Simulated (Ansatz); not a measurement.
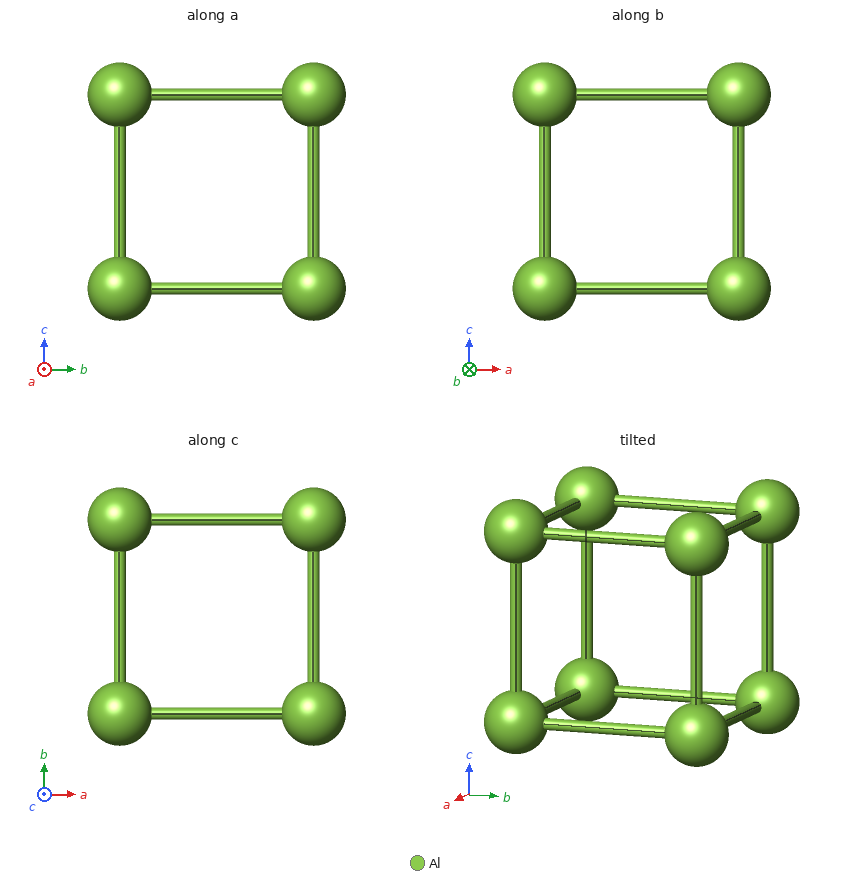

The figure gives a ball-and-stick picture of the atoms, viewed along the a axis, along the b axis, along the c axis and slightly off an axis. Lines trace the edges of the conventional unit cell.

Lattice parameters: a = 2.735 Å, b = 2.735 Å, c = 2.735 Å, α = 90.00°, β = 90.00°, γ = 90.00°.

### Convert the drawing into a table of Wyckoff sites.

Space group Pm-3m (No. 221).
```
atom  site       x       y       z
  Al    1a  0.0000  0.0000  0.0000
```

The initial geometry was a structure type filled with this element by a generator (whether the element takes this form wasn't checked). Relaxation method: DFT, revPBE, plane waves (420 eV) with PAW, scalar-relativistic in Ansatz.
